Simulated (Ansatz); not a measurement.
**Run report: PtS₂, geometry relaxation (part 2 of 2)**

PtS₂ (3 atoms in the cell); DFT PBE+D3(BJ), scalar-relativistic, plane waves, PAW, PAW set soft_1, no spin polarisation (Ansatz 0.2.0); cutoff 420 eV, 12×12×8 k-mesh, Gaussian smearing of 0.02 eV. The structure derives from an entry of the Crystallography Open Database.

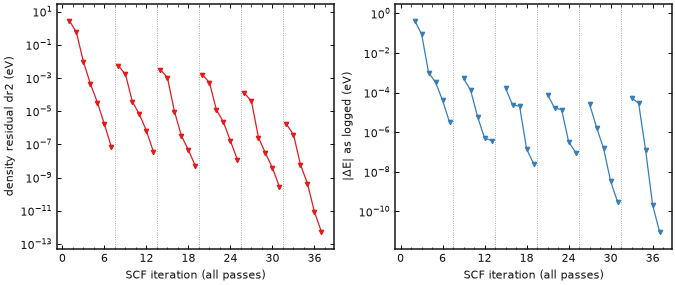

Convergence of the self-consistent field: density residual dr2 and size of the energy change against the SCF iteration. The dotted lines part the SCF passes of the relaxation: geometry steps, rejected trials and re-solves on a re-selected basis. The 6 passes take 6 to 7 iterations each, 37 in all.

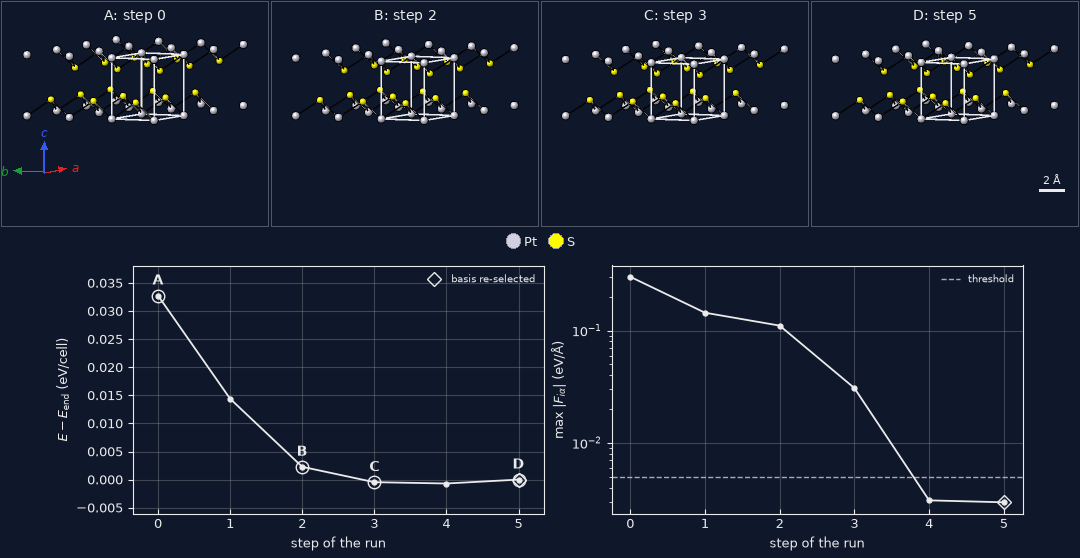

Frames of the relaxation (ball-and-stick view of the cell of the calculation, repeated 3 × 3 × 1, seen at an oblique angle) above the curves, on which the letters mark them (the first geometry is step 0 here and step 1 in the log).

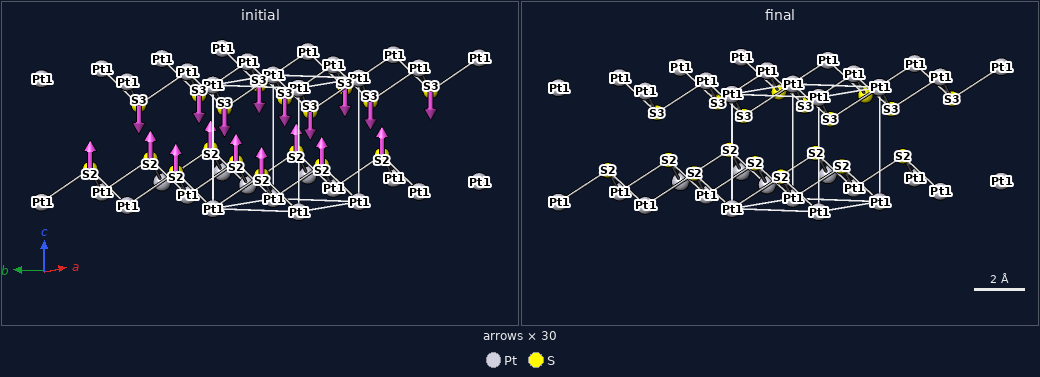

Before (left) and after (right) the relaxation, at one scale (ball-and-stick view of the cell of the calculation, repeated 3 × 3 × 1, seen at an oblique angle). The pink arrows give the displacements (without the part carried along by the change of the cell), magnified 30 times. Over 4 geometry steps the energy falls by 33.5 meV per cell of the calculation. The largest force component goes from 0.3 to 0.003 eV/Å. The pressure goes from −1.47 to −0.02 GPa. The largest moves relative to the cell, 0.041 Å, are those of S2 and S3. Pt stays in place. The volume changes by −5.4 %, with a = b 3.543 → 3.583 Å (+1.1 %), c 5.039 → 4.663 Å (−7.5 %). Among the contacts that change: Pt1–S2 2.402 → 2.395 Å. The space group stays P-3m1 (No. 164). A last SCF at the same geometry on a re-selected plane-wave basis shifts the energy by +0.7 meV per cell of the calculation. (Atoms are counted from 1 in the order of the input.)

```
basis re-selected at this cell: Δ(F+E_penalty+E_count) = +6.974e-4 eV, ΔP = +0.001 GPa vs the last step (what re-selecting the basis moved, of the pressure what is left beyond the Pulay correction that the steps carried, after the strain that the cell walked since its last selection, with what the two solves' SCF thresholds leave and, on support functions, any second-order correction that the steps lacked; it is no measure of the basis error at this ecutwfc). The dense FFT grid was sized anew with the basis: this SCF ran on 24×24×32 points, the steps before it on 24×24×36, so part of this shift can come from that change (see relax.cell in the input reference). This SCF's stress stands 2.53e-2 GPa from its target on what of the cell is left free (relax.cell.stress_tol is 5.00e-2 GPa) and its largest allowed force component is 2.96e-3 eV/Å (relax.f_tol is 5.00e-3 eV/Å): within both
SCF converged after 6 iterations
Free energy (F): -14331.159545 eV
Harris-Foulkes:  -14331.159545 eV  (|F-HF|=9.09e-12)
Internal energy: -14331.159538 eV  (E = F + TS)
E sigma→0 (E₀):  -14331.159542 eV
Entropy (-TS):   -0.000007 eV (-0.002 meV/atom)
Fermi energy:    12.511403 eV
--- Per-component energies (eV) ---
  E_band       = -287.614020
  E_kinetic    = 806.775676
  E_local      = -2756.391111  (includes V_loc(G=0)·N_el)
  E_nonlocal   = 272.118481
  E_hartree    = 1081.664573
  E_xc         = -410.108714
  E_vxc        = -436.904071  (∫ρ·V_xc dr)
  E_paw        = -10700.483383  (= ΣΔE_a)
  E_vpaw       = -336.543220  (= ΣTr[D̂ρ^β])
  E_aug_tail   = 0.001102  (compensation charges beyond the density's cutoff)
  E_ewald      = -2623.381776
  E_disp       = -1.354385  (pairwise vdW)
  E_smearing   = -0.000007  (= −TS)
  E_closure    = 0.000000  (closes the sum)
  Σ components = -14331.159545   (vs F -14331.159545, Δ=0.00e0)
--- Forces (eV/Å), atoms counted from 1 ---
  atom   1  Pt     0.00000000    -0.00000000     0.00000000
  atom   2  S     -0.00000000    -0.00000000    -0.00295863
  atom   3  S      0.00000000     0.00000000     0.00295863
  max |Σ_I F_I| component: 2.31e-18 eV/Å
--- Stress (GPa, compression-positive) ---
       -0.025283      -0.000000       0.000000
       -0.000000      -0.025283      -0.000000
        0.000000      -0.000000      -0.022844
  P = ⅓ Tr σ = -0.0245 GPa (-0.245 kbar)
--- Band table (eV; the first three rows and the last of 131) ---
  k-point 0: bands = ["-87.5096", "-41.6716", "-41.6716", "-41.5561", "-3.5279", "-0.0945", "4.8128", "5.3543", "5.3543", "8.2000", "8.2000", "9.9546", "10.8373", "10.8373", "12.4896", "13.5982", "13.5982", "16.0320", "17.4218"]
  k-point 1: bands = ["-87.5096", "-41.6716", "-41.6716", "-41.5561", "-3.4541", "-0.3031", "5.0777", "5.3643", "5.3643", "8.1899", "8.1899", "9.9179", "10.7479", "10.7479", "12.1921", "13.7534", "13.7534", "16.2046", "17.7301"]
  k-point 2: bands = ["-87.5096", "-41.6716", "-41.6716", "-41.5561", "-3.2433", "-0.7969", "5.3887", "5.3887", "5.7298", "8.1672", "8.1672", "9.7682", "10.5521", "10.5521", "11.5648", "14.1270", "14.1270", "16.6923", "18.3993"]
  k-point 130: bands = ["-87.5092", "-41.6853", "-41.6853", "-41.5534", "-1.2199", "-1.2199", "5.4630", "5.4630", "5.9500", "7.7293", "7.7293", "7.7939", "8.6368", "9.8807", "9.8807", "14.4308", "14.4308", "19.1061", "19.8702"]
--- Relaxed structure (5 steps of the walk, 5 accepted, 1 SCFs on fresh bases) ---
  F+E_penalty+E_count = -14331.15954512 eV   max|allowed force component| = 2.959e-3 eV/Å   (the final SCF, on the basis selected at the relaxed cell)
  cell:  # Å, volume = 51.8490 Å³
    - [3.5832742407825195, 3.833055919478478e-33, -2.8747919396088586e-33]
    - [-1.7916371203912598, 3.10320652124406, -6.682031217581123e-32]
    - [-4.0882546196680604e-33, -1.1208631415589933e-31, 4.662832151185234]
  atoms:
    - { symbol: Pt, position: [7.2948547448184795e-34, 4.201736300179112e-34, 1.0542197943230523e-81] }
    - { symbol: S, position: [0.33333333333333326, 0.6666666666666665, 0.25874154334125676] }
    - { symbol: S, position: [0.6666666666666665, 0.33333333333333326, 0.7412584566587432] }
```

Trajectory as extended XYZ (Å, eV, eV/Å), 6 frames, from step=1 to step=6
```
3
Lattice="3.5432 0.0000 0.0000 -1.7716 3.0685 0.0000 0.0000 0.0000 5.0388" Properties=species:S:1:pos:R:3:forces:R:3 step=1 energy=-14331.12679 pressure_GPa=-1.47
Pt    0.0000    0.0000    0.0000    0.0000   0.0000   0.0000
S     0.0000    2.0457    1.2597    0.0000   0.0000  -0.3014
S     1.7716    1.0228    3.7791    0.0000   0.0000   0.3014
3
Lattice="3.5850 0.0000 0.0000 -1.7925 3.1047 0.0000 0.0000 0.0000 4.8932" Properties=species:S:1:pos:R:3:forces:R:3 step=2 energy=-14331.14515 pressure_GPa=-0.58
Pt    0.0000    0.0000    0.0000    0.0000   0.0000   0.0000
S     0.0000    2.0698    1.2010    0.0000   0.0000   0.1443
S     1.7925    1.0349    3.6923    0.0000   0.0000  -0.1443
3
Lattice="3.5769 0.0000 0.0000 -1.7885 3.0977 0.0000 0.0000 0.0000 4.7536" Properties=species:S:1:pos:R:3:forces:R:3 step=3 energy=-14331.15727 pressure_GPa=0.38
Pt    0.0000    0.0000    0.0000    0.0000   0.0000   0.0000
S     0.0000    2.0652    1.2039    0.0000   0.0000   0.1107
S     1.7885    1.0326    3.5497    0.0000   0.0000  -0.1107
3
Lattice="3.5815 0.0000 0.0000 -1.7908 3.1017 0.0000 0.0000 0.0000 4.6383" Properties=species:S:1:pos:R:3:forces:R:3 step=4 energy=-14331.16001 pressure_GPa=0.45
Pt    0.0000    0.0000    0.0000    0.0000   0.0000   0.0000
S     0.0000    2.0678    1.2038    0.0000   0.0000   0.0308
S     1.7908    1.0339    3.4345    0.0000   0.0000  -0.0308
3
Lattice="3.5833 0.0000 0.0000 -1.7916 3.1032 0.0000 0.0000 0.0000 4.6628" Properties=species:S:1:pos:R:3:forces:R:3 step=5 energy=-14331.16024 pressure_GPa=-0.03
Pt    0.0000    0.0000    0.0000    0.0000   0.0000   0.0000
S     0.0000    2.0688    1.2065    0.0000   0.0000  -0.0031
S     1.7916    1.0344    3.4564    0.0000   0.0000   0.0031
3
Lattice="3.5833 0.0000 0.0000 -1.7916 3.1032 0.0000 0.0000 0.0000 4.6628" Properties=species:S:1:pos:R:3:forces:R:3 step=6 energy=-14331.15955 pressure_GPa=-0.02
Pt    0.0000    0.0000    0.0000    0.0000   0.0000   0.0000
S     0.0000    2.0688    1.2065    0.0000   0.0000  -0.0030
S     1.7916    1.0344    3.4564    0.0000   0.0000   0.0030
```

The run was set up as follows.

The input
```yaml
crystal:
  lattice:
    - [3.5431994758, 0.0, 0.0]
    - [-1.7715997379, 3.0685007567, 0.0]
    - [0.0, 0.0, 5.0388]
  atoms:
    - { symbol: Pt, position: [0.0, 0.0, 0.0] }
    - { symbol: S, position: [0.3333333333, 0.6666666667, 0.25] }
    - { symbol: S, position: [0.6666666667, 0.3333333333, 0.75] }
basis:
  ecutwfc: 420
kpoints:
  mp_grid: { grid: [12, 12, 8] }
hamiltonian:
  xc: pbe
  pseudopotentials: { kind: paw, azcp: { folder: soft_1 } }
  dispersion: d3bj
scf:
  occupations: { method: gaussian, width: 0.02 }
output:
  forces: true
  stress: true
  eigenvalues: true
relax:
  adjacent_minimum: "off"
  f_tol: 0.005
  max_steps: 80
  cell: { stress_tol: 0.05 }
```

Command:
```bash
ansatz run input.yaml --threads 1 --pin off --max-ram 3072MiB --backend cpu --events-out ev --progress --plain --runs-dir out
```

Results in brief

```csv
quantity,value
outcome,converged
space group (tolerance 0.01 Å),P-3m1 (164)
electrons treated,30
free energy,−14331.1595 eV
Fermi energy,12.511 eV
gap on the k-point mesh,0.05 eV
pressure,−0.02 GPa
final volume,51.85 Å³
largest force (length of the vector) at the end,0.003 eV/Å
final cell,"a = 3.583 Å, b = 3.583 Å, c = 4.663 Å, α = 90.00°, β = 90.00°, γ = 120.00°"
hardware,"1 thread of Arm Neoverse V2, 24 GiB of memory available, shared host"
wall time,34 s
peak memory,0.4 GiB
```

Spin–orbit coupling is left out, which matters for Pt.
